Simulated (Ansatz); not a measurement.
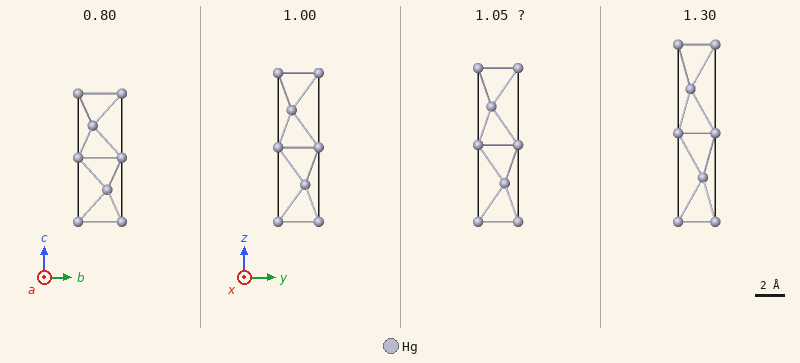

A scan of crystalline Hg (P6_3/mmc): the ratio of the cell's length along z to its lengths across, counted as 1 for the reference, is changed at fixed volume (a c/a path), with the atoms kept at their fractional coordinates. x, y and z are the Cartesian axes of the input. A ball-and-stick model of the cell of the calculation, repeated 1 × 1 × 1 with one cell outlined, seen along the a axis.

The calculation used DFT PBE+D3(BJ), scalar-relativistic, plane waves, PAW in Ansatz 0.2.0. Settings: plane-wave cutoff 420 eV; k-point mesh 18 × 18 × 6; occupations gaussian; smearing width 0.15 eV; no spin polarisation. Energies (free energies at the smearing named) are counted from the relaxed crystal.

```
axial ratio over its reference value  E − E(ref) (meV/atom)
                                0.80                   −0.2
                                0.85                   −0.9
                                0.92                    1.3
                                0.96                    0.2
                                1.00                    0.0
                                1.05                      ?
                                1.10                    6.5
                                1.20                   24.0
                                1.30                   51.4
```

Fill in the missing row.

A straight line between the two neighbours gives 3.2 meV/atom. A cubic through the four nearest rows (0.96, 1.00, 1.10, 1.20) gives, with Lagrange weights, (−0.2790)(0.2) + (0.8437)(0.0) + (0.4821)(6.5) + (−0.0469)(24.0) = 2.0 meV/atom. The calculation gives 2.2 meV/atom, so the cubic is 0.2 meV/atom too low and the straight line 1.0 meV/atom too high, as the curve bends upwards here.

The whole profile:

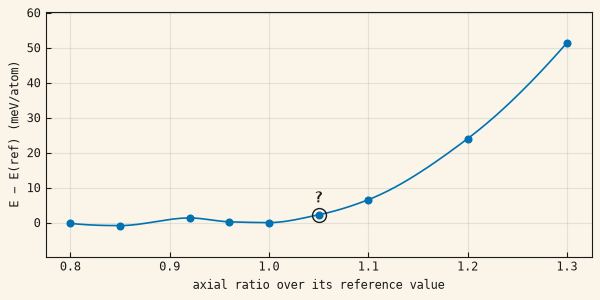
